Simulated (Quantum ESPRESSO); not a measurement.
## CdSe: valence-band photoemission

Wanted: projected DOS of CdSe, weighted into photoemission and X-ray emission spectra, at several levels of theory. Spin–orbit coupling is left out of the bands throughout.

Program: Quantum ESPRESSO 7.5. Level of theory: DFT, PBEsol, plane waves, ultrasoft GBRV pseudopotentials, scalar-relativistic. Results are calculated unless marked as measured.

The database entry behind the starting cell differs from later determinations by our own check (inner coordinate of an old entry), so it need not match the best structure at ambient conditions.

## 1. Starting point

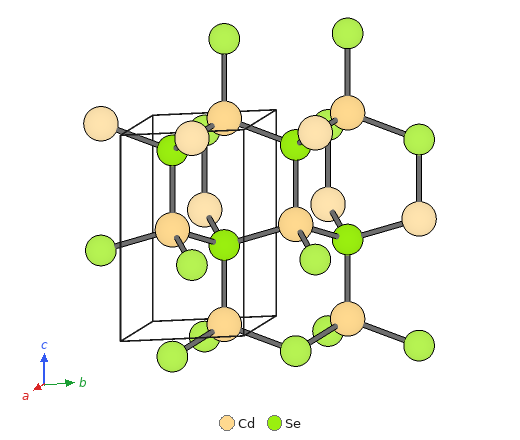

Start, viewed slightly off an axis; cadmium orange, selenium green. 1×2×1 cells are drawn. Some periodic images of atoms are drawn too.

## 2. The base run: self-consistent run

First the self-consistent run; potential, DOS and bands follow from it in later steps.

scf.in

```
&control
  calculation = 'scf'
  prefix = 'pes'
  outdir = './tmp'
  pseudo_dir = './pp'
  tprnfor = .true.
  tstress = .true.
/
&system
  ibrav = 0
  nat = 4
  ntyp = 2
  ecutwfc = 40.0
  ecutrho = 200.0
  occupations = 'smearing'
  nbnd = 30
  smearing = 'fd'
  degauss = 0.00147
/
&electrons
  conv_thr = 2.4e-08
  mixing_beta = 0.5
  electron_maxstep = 120
/
ATOMIC_SPECIES
Cd 112.4140 cd_pbesol_v1.uspp.F.UPF
Se 78.9710 se_pbesol_v1.uspp.F.UPF
CELL_PARAMETERS angstrom
 4.300000000 0.000000000 0.000000000
 -2.150000000 3.723909236 0.000000000
 0.000000000 0.000000000 7.020000000
ATOMIC_POSITIONS crystal
Cd 0.666666667 0.333333333 0.500000000
Cd 0.333333333 0.666666667 0.000000000
Se 0.666666667 0.333333333 0.885000000
Se 0.333333333 0.666666667 0.385000000
K_POINTS automatic
6 6 4 0 0 0
```

The run is started by

```
> OMP_NUM_THREADS=1 mpirun -n 4 pw.x -nk 4 -in scf.in > scf.out
```

The log of the run:

```text
Program PWSCF v.7.5 starts

     This program is part of the open-source Quantum ESPRESSO suite
     for quantum simulation of materials; please cite
         "P. Giannozzi et al., J. Phys.:Condens. Matter 21 395502 (2009);
         "P. Giannozzi et al., J. Phys.:Condens. Matter 29 465901 (2017);
         "P. Giannozzi et al., J. Chem. Phys. 152 154105 (2020);
          URL
     in publications or presentations arising from this work. More details at

     Parallel version (MPI & OpenMP), running on       4 processor cores
     Number of MPI processes:                 4
     Threads/MPI process:                     1

     MPI processes distributed on     1 nodes
     44291 MiB available memory on the printing compute node when the environment starts

     Current dimensions of program PWSCF are:
     Max number of different atomic species (ntypx) = 10
     Max number of k-points (npk) =  40000
     Max angular momentum in pseudopotentials (lmaxx) =  4
     Message from routine setup:
     using ibrav=0 with symmetry is DISCOURAGED, use correct ibrav instead

     K-points division:     npool     =       4
     Subspace diagonalization in iterative solution of the eigenvalue problem:
     a serial algorithm will be used

     G-vector sticks info
     --------------------
     sticks:   dense  smooth     PW     G-vecs:    dense   smooth      PW
     Sum         913     733    211                36131    25949    4223

     Using Slab Decomposition

     bravais-lattice index     =            0
     lattice parameter (alat)  =       8.1258  a.u.
     unit-cell volume          =     758.5798 (a.u.)^3
     number of atoms/cell      =            4
     number of atomic types    =            2
     number of electrons       =        36.00
     number of Kohn-Sham states=           30
     kinetic-energy cutoff     =      40.0000  Ry
     charge density cutoff     =     200.0000  Ry
     scf convergence threshold =      2.4E-08
     mixing beta               =       0.5000
     number of iterations used =            8  plain     mixing
     Exchange-correlation= SLA  PW   PSX  PSC
                           (   1   4  10   8   0   0   0)

     celldm(1)=   8.125822  celldm(2)=   0.000000  celldm(3)=   0.000000
     celldm(4)=   0.000000  celldm(5)=   0.000000  celldm(6)=   0.000000

     crystal axes: (cart. coord. in units of alat)
               a(1) = (   1.000000   0.000000   0.000000 )
               a(2) = (  -0.500000   0.866025   0.000000 )
               a(3) = (   0.000000   0.000000   1.632558 )

     reciprocal axes: (cart. coord. in units 2 pi/alat)
               b(1) = (  1.000000  0.577350 -0.000000 )
               b(2) = (  0.000000  1.154701  0.000000 )
               b(3) = (  0.000000 -0.000000  0.612536 )

     PseudoPot. # 1 for Cd read from file:
     ./pp/cd_pbesol_v1.uspp.F.UPF
     Pseudo is Ultrasoft + core correction, Zval = 12.0
     Generated by new atomic code, or converted to UPF format
     Using radial grid of  889 points,  6 beta functions with:
                l(1) =   0
                l(2) =   0
                l(3) =   1
                l(4) =   1
                l(5) =   2
                l(6) =   2
     Q(r) pseudized with  6 coefficients,  rinner =    1.000   1.000   1.000
                                                       1.000   1.000

     PseudoPot. # 2 for Se read from file:
     ./pp/se_pbesol_v1.uspp.F.UPF
     Pseudo is Ultrasoft + core correction, Zval =  6.0
     Generated by new atomic code, or converted to UPF format
     Using radial grid of  877 points,  6 beta functions with:
                l(1) =   0
                l(2) =   0
                l(3) =   1
                l(4) =   1
                l(5) =   2
                l(6) =   2
     Q(r) pseudized with  8 coefficients,  rinner =    1.300   1.300   1.300
                                                       1.300   1.300

     atomic species   valence    mass     pseudopotential
     Cd               12.00   112.41400     Cd( 1.00)
     Se                6.00    78.97100     Se( 1.00)

     12 Sym. Ops. (no inversion) found ( 6 have fractional translation)

   Cartesian axes

     site n.     atom                  positions (alat units)
         1        Cd     tau(   1) = (   0.5000000   0.2886751   0.8162791  )
         2        Cd     tau(   2) = (  -0.0000000   0.5773503   0.0000000  )
         3        Se     tau(   3) = (   0.5000000   0.2886751   1.4448140  )
         4        Se     tau(   4) = (  -0.0000000   0.5773503   0.6285349  )

     number of k points=    21  Fermi-Dirac smearing, width (Ry)=  0.0015
                       cart. coord. in units 2pi/alat
        k(    1) = (   0.0000000   0.0000000   0.0000000), wk =   0.0138889
        k(    2) = (   0.0000000   0.0000000   0.1531339), wk =   0.0277778
        k(    3) = (   0.0000000   0.0000000  -0.3062678), wk =   0.0138889
        k(    4) = (   0.0000000   0.1924501   0.0000000), wk =   0.0833333
        k(    5) = (   0.0000000   0.1924501   0.1531339), wk =   0.1666667
        k(    6) = (   0.0000000   0.1924501  -0.3062678), wk =   0.0833333
        k(    7) = (   0.0000000   0.3849002   0.0000000), wk =   0.0833333
        k(    8) = (   0.0000000   0.3849002   0.1531339), wk =   0.1666667
        k(    9) = (   0.0000000   0.3849002  -0.3062678), wk =   0.0833333
        k(   10) = (   0.0000000  -0.5773503   0.0000000), wk =   0.0416667
        k(   11) = (   0.0000000  -0.5773503   0.1531339), wk =   0.0833333
        k(   12) = (   0.0000000  -0.5773503  -0.3062678), wk =   0.0416667
        k(   13) = (   0.1666667   0.2886751   0.0000000), wk =   0.0833333
        k(   14) = (   0.1666667   0.2886751   0.1531339), wk =   0.1666667
        k(   15) = (   0.1666667   0.2886751  -0.3062678), wk =   0.0833333
        k(   16) = (   0.1666667   0.4811252   0.0000000), wk =   0.1666667
        k(   17) = (   0.1666667   0.4811252   0.1531339), wk =   0.3333333
        k(   18) = (   0.1666667   0.4811252  -0.3062678), wk =   0.1666667
        k(   19) = (   0.3333333   0.5773503   0.0000000), wk =   0.0277778
        k(   20) = (   0.3333333   0.5773503   0.1531339), wk =   0.0555556
        k(   21) = (   0.3333333   0.5773503  -0.3062678), wk =   0.0277778

     Dense  grid:    36131 G-vectors     FFT dimensions: (  40,  40,  60)

     Smooth grid:    25949 G-vectors     FFT dimensions: (  36,  36,  54)

     Estimated max dynamical RAM per process >      66.77 MB

     Estimated total dynamical RAM >     240.60 MB

     Check: negative core charge=   -0.000001

[...]
Davidson diagonalization with overlap
     ethr =  4.65E-06,  avg # of iterations =  4.9

     negative rho (up, down):  4.178E-02 0.000E+00

     total cpu time spent up to now is        6.8 secs

     total energy              =    -315.74050461 Ry
     estimated scf accuracy    <       0.00006758 Ry

     iteration #  5     ecut=    40.00 Ry     beta= 0.50
     Davidson diagonalization with overlap
     ethr =  1.88E-07,  avg # of iterations =  5.5

     negative rho (up, down):  4.184E-02 0.000E+00

     total cpu time spent up to now is        8.5 secs

     total energy              =    -315.74057247 Ry
     estimated scf accuracy    <       0.00000255 Ry

     iteration #  6     ecut=    40.00 Ry     beta= 0.50
     Davidson diagonalization with overlap
     ethr =  7.09E-09,  avg # of iterations =  4.3

     negative rho (up, down):  4.189E-02 0.000E+00

     total cpu time spent up to now is       10.0 secs

     total energy              =    -315.74057436 Ry
     estimated scf accuracy    <       0.00000045 Ry

     iteration #  7     ecut=    40.00 Ry     beta= 0.50
     Davidson diagonalization with overlap
     ethr =  1.25E-09,  avg # of iterations =  2.8

     negative rho (up, down):  4.189E-02 0.000E+00

     total cpu time spent up to now is       11.2 secs

     End of self-consistent calculation

          k = 0.0000 0.0000 0.0000 (  3285 PWs)   bands (ev):

    -7.4559  -7.0767  -2.7123  -2.7123  -2.6562  -2.6562  -2.6487  -2.3472
    -2.3472  -2.2809  -2.2809  -2.0032   0.8735   4.4576   4.4576   5.1783
     5.1952   5.1952   5.7436   7.1821  10.9760  10.9760  11.2277  12.1039
    12.1039  12.7577  14.4032  14.5806  14.5806  15.4068

          k = 0.0000 0.0000 0.1531 (  3255 PWs)   bands (ev):

    -7.4004  -7.1318  -2.7061  -2.7061  -2.6666  -2.6666  -2.6085  -2.3356
    -2.3356  -2.2887  -2.2887  -2.1880   1.3905   3.9720   4.5581   4.5581
     5.0787   5.0787   6.8107   7.2864  10.7691  11.0612  11.0612  11.8271
    11.8271  12.0308  14.5012  15.0506  15.0506  15.9167

          k = 0.0000 0.0000-0.3063 (  3218 PWs)   bands (ev):

    -7.2659  -7.2659  -2.6884  -2.6884  -2.6884  -2.6884  -2.4599  -2.4599
    -2.3103  -2.3103  -2.3103  -2.3103   2.5681   2.5681   4.8104   4.8104
     4.8104   4.8104   7.4067   7.4067  10.8895  10.8895  11.3604  11.3604
    11.3604  11.3604  15.0709  15.0709  16.2837  16.2837

          k = 0.0000 0.1925 0.0000 (  3228 PWs)   bands (ev):

    -7.3691  -7.0351  -2.6772  -2.6644  -2.6160  -2.6114  -2.6014  -2.3627
    -2.3481  -2.3084  -2.2757  -1.9580   1.0379   3.3456   3.7222   4.1155
     4.9721   4.9872   7.1024   8.1908  10.3522  11.2963  11.4059  11.9428
    12.3071  12.7527  13.3910  14.2537  15.6663  16.2859

          k = 0.0000 0.1925 0.1531 (  3242 PWs)   bands (ev):

    -7.3193  -7.0826  -2.6691  -2.6594  -2.6243  -2.6226  -2.5687  -2.3486
    -2.3365  -2.3282  -2.2854  -2.1108   1.4696   3.2386   3.5830   4.2295
     4.7003   4.8330   7.5788   8.2798  10.3102  10.7516  11.3575  11.5394
    12.3653  12.4545  14.0166  14.7130  15.9393  16.3491

          k = 0.0000 0.1925-0.3063 (  3218 PWs)   bands (ev):

    -7.1999  -7.1999  -2.6474  -2.6474  -2.6441  -2.6441  -2.4516  -2.4516
[...]
11.9268  11.9268  15.1399  15.1399  15.9209  15.9210

          k = 0.0000 0.3849 0.0000 (  3238 PWs)   bands (ev):

[...]
12.9483  13.3136  14.2370  15.1789  15.1794  16.3850

          k = 0.0000 0.3849 0.1531 (  3237 PWs)   bands (ev):

[...]
12.5895  13.7166  13.7912  15.4172  15.7717  16.6255

          k = 0.0000 0.3849-0.3063 (  3254 PWs)   bands (ev):

[...]
12.8907  12.8907  14.7622  14.7622  16.1720  16.1720

          k = 0.0000-0.5774 0.0000 (  3234 PWs)   bands (ev):

[...]
12.9730  14.6602  15.4052  15.4074  16.1202  17.0356

          k = 0.0000-0.5774 0.1531 (  3250 PWs)   bands (ev):

[...]
13.2464  14.5308  14.9261  16.5676  16.8039  17.1914

          k = 0.0000-0.5774-0.3063 (  3248 PWs)   bands (ev):

[...]
13.1856  13.1856  15.4230  15.4230  17.5362  17.5362

          k = 0.1667 0.2887 0.0000 (  3240 PWs)   bands (ev):

[...]
12.9235  13.2623  14.2175  14.2330  16.3252  16.5008

          k = 0.1667 0.2887 0.1531 (  3245 PWs)   bands (ev):

[...]
12.5553  13.2942  14.4774  14.4868  16.2650  16.5310

          k = 0.1667 0.2887-0.3063 (  3242 PWs)   bands (ev):

[...]
12.6794  12.6794  15.0015  15.0015  16.0086  16.0086

          k = 0.1667 0.4811 0.0000 (  3246 PWs)   bands (ev):

[...]
13.0424  13.6397  14.8679  15.2069  16.3420  16.8034

          k = 0.1667 0.4811 0.1531 (  3240 PWs)   bands (ev):

[...]
13.0465  13.7827  14.6439  15.4644  16.7554  16.9538

          k = 0.1667 0.4811-0.3063 (  3242 PWs)   bands (ev):

[...]
13.0897  13.0897  15.2808  15.2808  17.2910  17.2911

          k = 0.3333 0.5774 0.0000 (  3228 PWs)   bands (ev):

[...]
-2.3536  -2.2977  -1.9011  -1.9011   1.2744   1.2744   2.0524   3.3574
     3.3574   3.3667   9.4532   9.9176   9.9176  12.1507  12.1514  12.1514
    12.8180  12.8180  14.2230  15.6083  15.6083  15.9739

          k = 0.3333 0.5774 0.1531 (  3243 PWs)   bands (ev):

    -6.9705  -6.9705  -2.5954  -2.5017  -2.5017  -2.4809  -2.3531  -2.3496
    -2.3496  -2.3183  -1.8951  -1.8951   1.1166   1.1166   2.2177   3.1349
     3.7297   3.7297   9.4243   9.4243   9.9103  11.4862  11.4862  11.9144
    13.6747  13.6747  14.1019  14.6181  15.9808  15.9808

          k = 0.3333 0.5774-0.3063 (  3252 PWs)   bands (ev):

    -6.9667  -6.9667  -2.5324  -2.5324  -2.5207  -2.5207  -2.3453  -2.3453
    -2.3448  -2.3448  -1.8893  -1.8893   0.9888   0.9888   2.6452   2.6452
     4.1092   4.1092   8.8813   8.8813  10.9885  10.9885  11.3143  11.3143
    13.8674  13.8674  14.0031  14.0031  16.9208  16.9208

     the Fermi energy is     5.4783 ev

!    total energy              =    -315.74057443 Ry
     estimated scf accuracy    <          4.7E-09 Ry
     smearing contrib. (-TS)   =      -0.00000000 Ry
     internal energy E=F+TS    =    -315.74057443 Ry

     The total energy is F=E-TS. E is the sum of the following terms:
     one-electron contribution =     -83.01545584 Ry
     hartree contribution      =      67.70941377 Ry
     xc contribution           =    -136.94066727 Ry
     ewald contribution        =    -163.49386509 Ry

     convergence has been achieved in   7 iterations

     negative rho (up, down):  4.189E-02 0.000E+00

     Forces acting on atoms (cartesian axes, Ry/au):

     atom    1 type  1   force =    -0.00000000   -0.00000000    0.01054307
     atom    2 type  1   force =     0.00000000    0.00000000    0.01054307
     atom    3 type  2   force =     0.00000000    0.00000000   -0.01054307
     atom    4 type  2   force =     0.00000000   -0.00000000   -0.01054307

     Total force =     0.021086     Total SCF correction =     0.000131

     Computing stress (Cartesian axis) and pressure

     negative rho (up, down):  4.189E-02 0.000E+00
          total   stress  (Ry/bohr**3)                   (kbar)     P=        2.04
   0.00005681  -0.00000000  -0.00000000            8.36       -0.00       -0.00
  -0.00000000   0.00005681  -0.00000000           -0.00        8.36       -0.00
  -0.00000000  -0.00000000  -0.00007204           -0.00       -0.00      -10.60

     XML data file, charge density, pseudopotentials, collected wavefunctions

     Called by init_run:

     Called by electrons:

     Called by c_bands:

     Called by *egterg:

     Called by h_psi:
                                        0.00s GPU  (     236 calls)

     General routines

     Parallel routines

=------------------------------------------------------------------------------=
   JOB DONE.
=------------------------------------------------------------------------------=
```

The job ended after 13 s (4 MPI ranks of Arm Neoverse V1, shared host).

This step gave:

| Property | Result |
| --- | --- |
| free energy | -4295.8694 eV |
| Fermi energy | 5.478 eV |
| pressure | 0.2040 GPa |
| gap on the k-mesh | 0.5484 eV |

At this level the gap is 0.55 eV on the k-mesh of the self-consistent run, which can miss the band edges.

(Continued in part 2 of 10.)

[Logs are printed without paths, hosts, clocks, repeated set-up lines and the standing remarks that a program may print on its own settings, such as how far it seeks lower states.]

[Hosts, paths, dates, database ids (printed as entryN), source tags and the programs' standing remarks are cut or masked in the printed files.]

[Maps of the electrostatic potential energy from Ansatz leave out the sawtooth potential of an applied field or a dipole correction, so their vacuum need not be flat; work functions include it.]

[Peak lists hold at most the 14 tallest peaks of each spectrum; further lines can be left out.]
